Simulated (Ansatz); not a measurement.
A series of calculations on PtSe2

Part 1: Vibrations

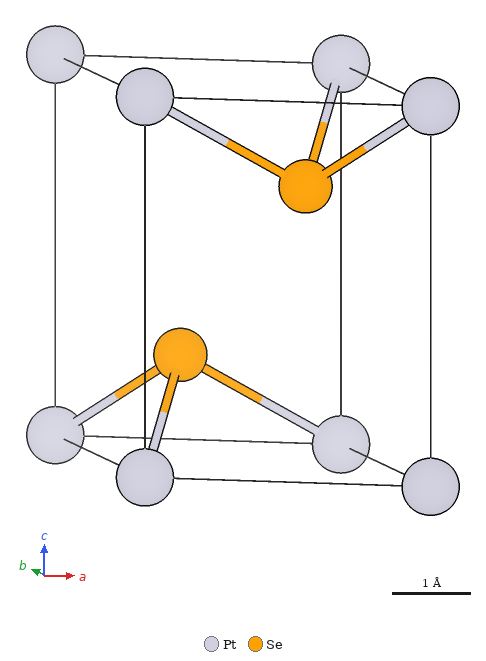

Lattice vibrations of solid PtSe$_{2}$ relaxed at −1 GPa, at the zone centre. A ball-and-stick model of the cell of the calculation, seen slightly off an axis.

Theory: DFT PBEsol, scalar-relativistic, plane waves, PAW (Ansatz).

The input:
```yaml
crystal:
  lattice:
    - [3.7659499935, 0.0, 0.0]
    - [-1.8829749967, 3.2614083637, 0.0]
    - [0.0, 0.0, 4.9623379581]
  atoms:
    - { symbol: Pt, position: [0.0, 0.0, 0.0] }
    - { symbol: Se, position: [0.3333333333, 0.6666666667, 0.2560383608] }
    - { symbol: Se, position: [0.6666666667, 0.3333333333, 0.7439616392] }
basis:
  ecutwfc: 420
kpoints:
  mp_grid: { grid: [12, 12, 8] }
hamiltonian:
  xc: pbesol
scf:
  occupations: { method: fermi_dirac, width: 0.15 }
output:
  eigenvalues: true
phonons:
  method: dfpt
  eigenvectors: true
```

Run as
```bash
ansatz run input.yaml --threads 1 --pin off --max-ram 3072MiB --backend cpu --events-out ev --progress --plain --runs-dir out
```

The frequencies depend somewhat on the k-mesh and the smearing.

### Give the spectrum at this point.

The calculation's cell holds 3 atoms, so there are 6 optical modes, in 4 levels. The optical modes span E_g + A₁g + E_u + A₂u. No level is unstable.

```json
{"level": "1", "symmetry": "E_g", "frequency (cm⁻¹)": "159", "activity": "Raman-active"}
{"level": "2", "symmetry": "A₁g", "frequency (cm⁻¹)": "196", "activity": "Raman-active"}
{"level": "3", "symmetry": "E_u", "frequency (cm⁻¹)": "211", "activity": "infrared-active"}
{"level": "4", "symmetry": "A₂u", "frequency (cm⁻¹)": "214", "activity": "infrared-active"}
```

The crystal is a metal, so free carriers screen the infrared response.

The displacement patterns (one member of each degenerate set):

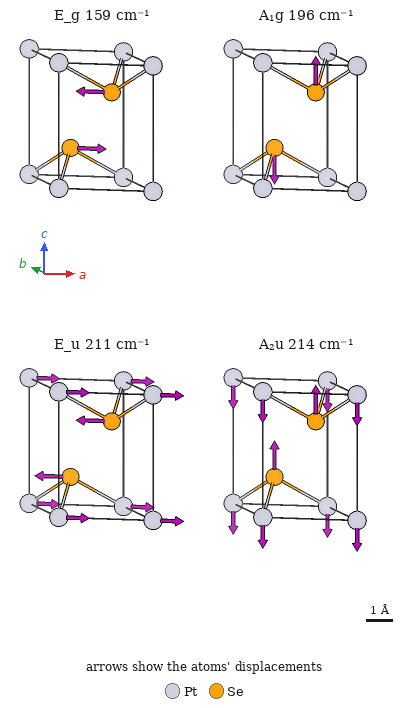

Part 2: Softest mode

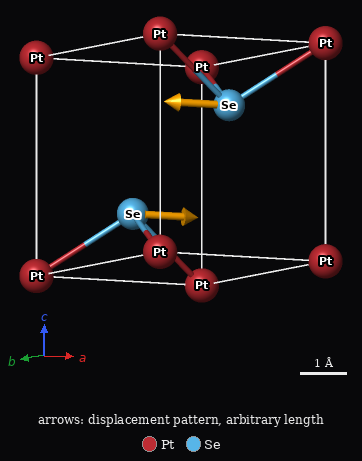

The lowest optical mode of crystalline PtSe2 relaxed at −1 GPa, space group P-3m1 (No. 164), at the zone centre. The orange arrows are the displacements of the atoms (eigenvector over the root of the mass), of arbitrary overall length and sign. The picture is a ball-and-stick view of the cell of the calculation, seen from a free direction.

Method: Ansatz 0.2.0, DFT PBE+D3(BJ), scalar-relativistic, plane waves, PAW. Settings: plane-wave cutoff 420 eV; k-point mesh 12 × 12 × 10; occupations fermi dirac; smearing width 0.15 eV; target pressure -1 GPa; no spin polarisation.

The frequencies depend somewhat on the k-mesh and the smearing.

**Is the structure stable against all modes at this point?**

Yes: this softest mode has a real frequency, and so have all others here. That speaks for this wave vector alone: the rest of the zone wasn't checked in this run. This is the E_g mode (doubly degenerate; one member of the set is drawn) at 155 cm⁻¹, the lowest optical level, Raman-active by symmetry. The Pt atoms stay at rest; all motion is along a; atoms of one kind move against one another, with no net shift of their sublattice.

Part 3: Softest mode

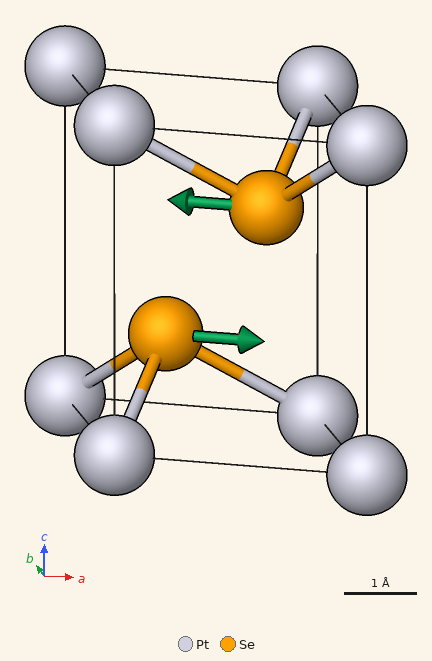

The lowest optical mode of solid PtSe2 relaxed at 1 GPa, space group P-3m1 (No. 164), at the zone centre. The green arrows give the relative displacements of the atoms. Style: ball-and-stick. Shown: the cell of the calculation, slightly off an axis.

Theory: Ansatz, DFT PBE+D3(BJ), scalar-relativistic, plane waves, PAW.

Input
```yaml
crystal:
  lattice:
    - [3.7654516749, 0.0, 0.0]
    - [-1.8827258374, 3.2609768072, 0.0]
    - [0.0, 0.0, 4.7627423507]
  atoms:
    - { symbol: Pt, position: [0.0, 0.0, 0.0] }
    - { symbol: Se, position: [0.3333333333, 0.6666666667, 0.2685880547] }
    - { symbol: Se, position: [0.6666666667, 0.3333333333, 0.7314119453] }
basis:
  ecutwfc: 420
kpoints:
  mp_grid: { grid: [12, 12, 10] }
hamiltonian:
  xc: pbe
  dispersion: d3bj
scf:
  occupations: { method: fermi_dirac, width: 0.15 }
output:
  eigenvalues: true
phonons:
  method: dfpt
  eigenvectors: true
```

Run as
```bash
ansatz run input.yaml --threads 1 --pin off --max-ram 3072MiB --backend cpu --events-out ev --progress --plain --runs-dir out
```

The frequencies depend somewhat on the k-mesh and the smearing.

Question: Is this crystal at a minimum with respect to the drawn distortion?

Answer: Yes: this softest mode has a real frequency, and so have all others here. That speaks for this wave vector alone: the rest of the zone wasn't checked in this run. This is the E_g mode (doubly degenerate; one member of the set is drawn) at 156 cm⁻¹, the lowest optical level, Raman-active by symmetry. The Pt atoms stay at rest; all motion is along a; atoms of one kind move against one another, with no net shift of their sublattice.
